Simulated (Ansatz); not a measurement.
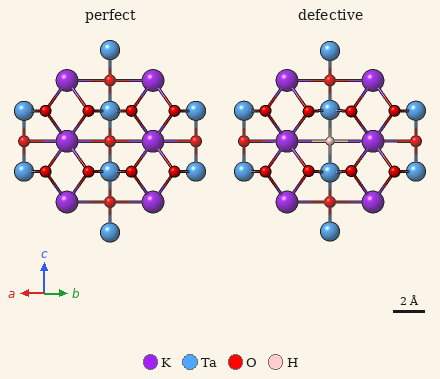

Left: perfect KTaO3. Right: the same region with one point defect, after relaxing the atoms in a supercell of 40 sites. Style: ball-and-stick. Shown: the atoms within 6.0 Å of one point, in a slice 5.0 Å thick across the line of sight, along [110].

Theory: DFT, PBEsol, PAW, plane waves (Ansatz). Settings: plane-wave cutoff 420 eV; k-point mesh 1 × 1 × 1; mesh shifted by (0.25, 0.25, 0.25); collinear spin. Fermi-Dirac smearing of 0.01 eV. A uniform background neutralises the charged cell. The axes drawn are those of the host's conventional cell.

Question: Which defect is it?

Answer: An oxygen atom is replaced by hydrogen.

The charge state of the cell is −1.

Question: How does the lattice respond?

Answer: In the host the O atom has 2 Ta at 1.99 Å; the H atom ends with 2 Ta at 2.05 Å. Of the host's atoms, a tantalum atom moves furthest from its site, by 0.06 Å. The cell's net moment is 2.00 μB.

Limits of the set-up: the periodic images lie only 8.0 Å apart, so the values are limited by the cell's size; the cell is charged, on a uniform background, and energies carry no finite-size correction.
